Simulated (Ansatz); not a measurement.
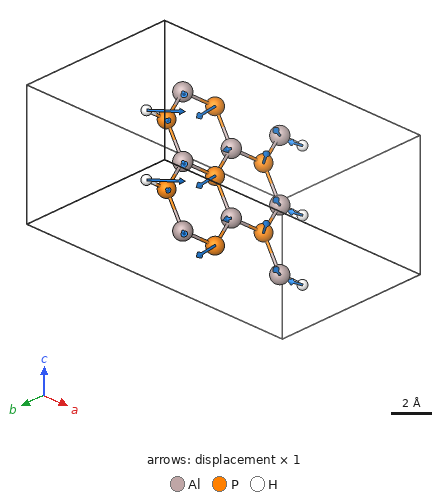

A relaxation of a wire of composition Al3P3H2. The starting structure is drawn; blue arrows show the displacements (the part carried along by the change of the cell is left out), at their true length.

The picture is a ball-and-stick view of the 2 repeat of the cell, with the vacuum cut short, seen from a free direction.

Case: zigzag ribbon, 3 formula units a period, edges capped with H.

Theory: DFT PBE, scalar-relativistic, plane waves, PAW in Ansatz 0.2.0.

The input:
```yaml
crystal:
  lattice:
    - [20.0, 0.0, 0.0]
    - [0.0, 9.3, 0.0]
    - [0.0, 0.0, 3.9395177519]
  atoms:
    - { symbol: Al, position: [0.3533449005, 0.4998658815, 1.0] }
    - { symbol: Al, position: [0.5239310231, 0.4998658815, 0.5] }
    - { symbol: Al, position: [0.6945171457, 0.4998658815, 1.0] }
    - { symbol: P, position: [0.2964828597, 0.5001341185, 0.5] }
    - { symbol: P, position: [0.4670689823, 0.5001341185, 1.0] }
    - { symbol: P, position: [0.6376551049, 0.5001341185, 0.5] }
    - { symbol: H, position: [0.7745170976, 0.5000545746, 1.0] }
    - { symbol: H, position: [0.2254829024, 0.4999666534, 0.5] }
basis:
  ecutwfc: 420
kpoints:
  mp_grid: { grid: [1, 1, 14] }
hamiltonian:
  xc: pbe
scf:
  occupations: { method: gaussian, width: 0.05 }
output:
  forces: true
  stress: true
  eigenvalues: true
  populations: true
  write_density: true
  write_potential: true
  elf: true
  volumetric_format: npy
relax:
  adjacent_minimum: "off"
  f_tol: 0.02
  max_steps: 45
  cell: { fix: [a, b, alpha, beta, gamma], stress_tol: 0.03 }
```

Run as
```bash
ansatz run input.yaml --threads 4 --pin off --max-ram 11264MiB --backend cpu --events-out ev --progress --plain --runs-dir out
```

### What happened in the run?

After 24 accepted moves (28 points after the start) the energy has fallen by 0.341 eV per cell of the calculation. Largest force component: 0.52 eV/Å at the start, 0.016 eV/Å at the end. The line search rejected the trial steps at points 8, 14, 22 of the run. The SCF was repeated once at an unchanged geometry on a basis and grid sized afresh for the cell, which shifted the energy by 1.1 meV per cell of the calculation at most. H8 moves most relative to the centre of the atoms: 2.00 Å. By element the largest moves are H 2.00 Å, P 1.62 Å, Al 0.92 Å. Along the periodic axis the drawn cell goes c 7.879 → 7.654 Å (−2.9 %). Some distances before and after: Al2–P5 2.274 → 2.328 Å, Al1–P4 2.274 → 2.316 Å, Al1–P5 2.274 → 2.301 Å, Al3–H7 1.600 → 1.591 Å. Among the angles between lasting bonds that change: Al1–P5–Al2 120.0° → 91.9°, Al2–P6–Al3 120.0° → 97.5°, Al1–P4–H8 120.0° → 103.3°.
